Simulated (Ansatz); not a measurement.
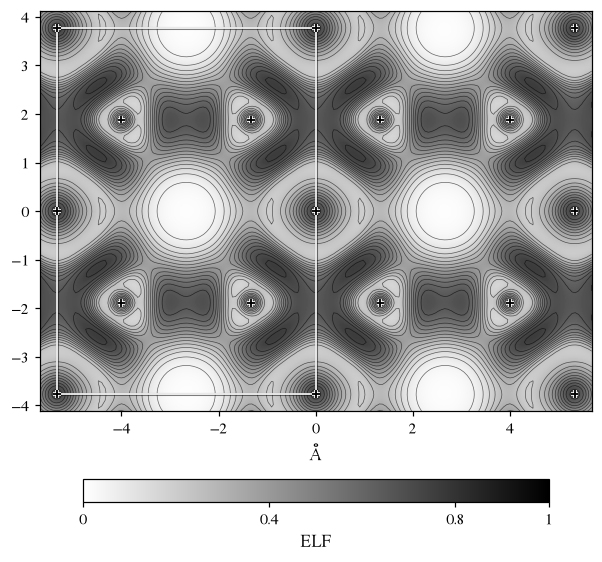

The electron localisation function on a plane through atoms (crosses mark nuclei in the plane).

Computed with Kohn-Sham DFT of a periodic cell, r2SCAN, Ansatz PAW (Ansatz).

Candidates:
A. PtS$_{2}$, a = 3.54 Å, b = 3.54 Å, c = 5.04 Å, α = 90.00°, β = 90.00°, γ = 120.00°. Space group P-3m1; not relaxed (largest force 1.2 eV/Å); computed pressure about 9 GPa in this cell.
B. Si$_{2}$Ni, a = 5.33 Å, b = 5.33 Å, c = 5.33 Å, α = 90.00°, β = 90.00°, γ = 90.00°. Space group Fm-3m; computed pressure about 5 GPa in this cell; the program warned that a starting moment wasn't kept; spin-polarised, but the moments vanished.
C. NiO, a = 4.09 Å, b = 4.09 Å, c = 4.09 Å, α = 90.00°, β = 90.00°, γ = 90.00°. Space group Fm-3m; computed pressure about 19 GPa in this cell; spin-polarised.

**Which candidate gave the map?**

Candidate B: Si$_{2}$Ni on the (101) plane of the conventional cell, which holds Ni and Si. Si–Ni (2.31 Å): the ELF peaks at about 0.75 in the valence shell of Si, 0.9 Å from its nucleus, and is about 0.55 at the midpoint.
